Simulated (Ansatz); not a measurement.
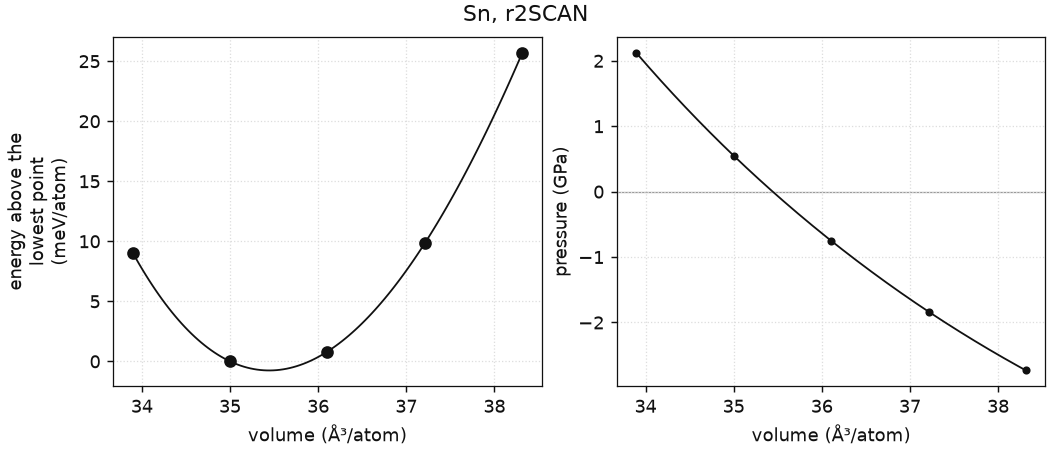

How it was computed, with Ansatz 0.2.0 development build: equation of state of a cubic crystal from periodic Kohn-Sham density functional theory without spin, third-order Birch-Murnaghan fit to the free energies; pressure corrected for the finite basis. Level: r2SCAN.

```
                setting                   value
         structure type                 diamond
          atoms in cell                       2
     space group number                     227
       lattice centring  face-centred primitive
                 k mesh                   9×9×9
      occupation method             Fermi–Dirac
       occupation width                  0.1 eV
            wave cutoff                  640 eV
               datasets           hand-made PAW
      density tolerance                1e-09 eV
                  bands                      26
   density cutoff ratio                       4
search for lower states                 default
          xc grid level                       2
```

Caption: Energy above the lowest point and pressure against volume for Sn, space group Fd-3m (No. 227) (one of a set of cubic test structures, which need not be the stable phase).

A third-order Birch–Murnaghan fit gives V0 = 35.44 Å³/atom, B0 = 42.5 GPa and B′ = 4.9. The energy above the lowest point is 9.1 meV/atom at volume 33.90 Å³/atom and 25.7 meV/atom at 38.32 Å³/atom; the lowest computed point is at volume 35.00 Å³/atom (0.0 meV/atom). The pressure falls from 2.122 GPa at volume 33.90 Å³/atom to −2.733 GPa at 38.32 Å³/atom, and changes sign near 35.5 Å³/atom.
